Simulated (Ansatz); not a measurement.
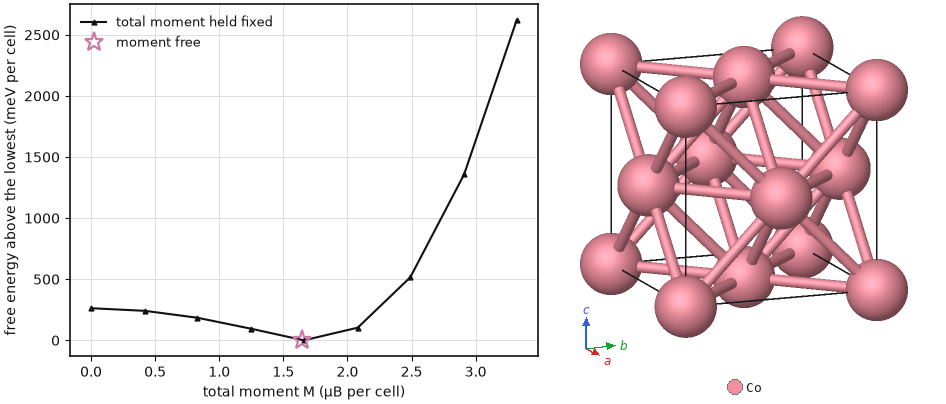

Beside the plot: the structure in its conventional cell.

Fixed-spin-moment scan.
- system: Co (Fm-3m, 1 atom in the cell)
- method: DFT, PBE, PAW, plane waves, scalar-relativistic (Ansatz); cutoff 420 eV, 11×11×11 k-mesh, Gaussian smearing of 0.1 eV, collinear spins

Question: Which total moment is preferred in this cell?

Answer: Among the held moments the energy is lowest at M = 1.7 μB. The best free run ends at M = 1.6 μB, at or below every held value. Antiparallel orders weren't tried, and these are the states found from these starts; lower ones may exist.

Question: How far does the point at M = 0 lie above the minimum?

Answer: About 260 meV per cell. That run is non-magnetic, so this is the energy of forming the moments.
